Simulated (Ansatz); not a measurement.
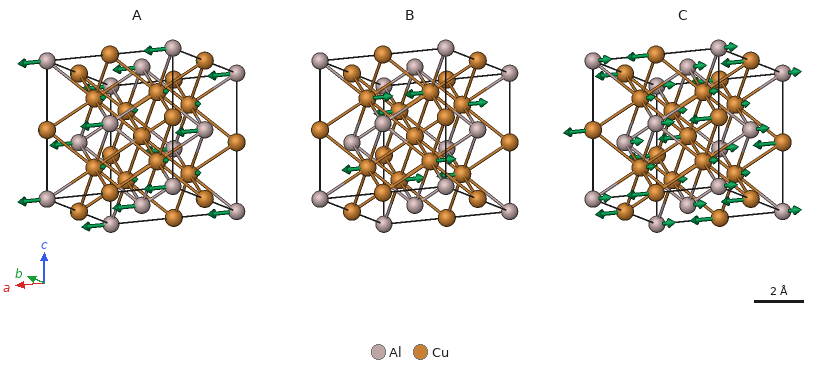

Three optical modes of crystalline AlCu₃ at 1.02 times its rest volume at the zone centre, in no order (one member of each degenerate set). The green arrows give the relative displacements of the atoms. Style: ball-and-stick. Shown: the conventional cell (4 times the calculation's cell), from a free direction. Lengths and directions refer to the drawn axes.

These are results of Ansatz, DFT PBEsol, scalar-relativistic, plane waves, PAW, not measurements. Set-up: plane-wave cutoff 420 eV; k-point mesh 12 × 12 × 12; occupations fermi dirac; smearing width 0.15 eV; no spin polarisation.

The frequencies depend somewhat on the k-mesh and the smearing.

> Order them from the lowest to the highest frequency (imaginary ones first).

B (154 cm⁻¹), C (185 cm⁻¹), A (287 cm⁻¹). B, T₂g: The Al and Cu (4b) atoms stay at rest; all motion is along a; atoms of one kind move against one another, with no net shift of their sublattice. C, T₁u: The Cu (4b) sublattice moves against the Al and Cu (8c) sublattices, along a; the kinetic energy is shared as Cu 91 %, Al 9 %. A, T₁u: The Al and Cu (4b) sublattices move against the Cu (8c) sublattice, along a; the kinetic energy is shared as Al 78 %, Cu 22 %. The crystal is metallic in this run.
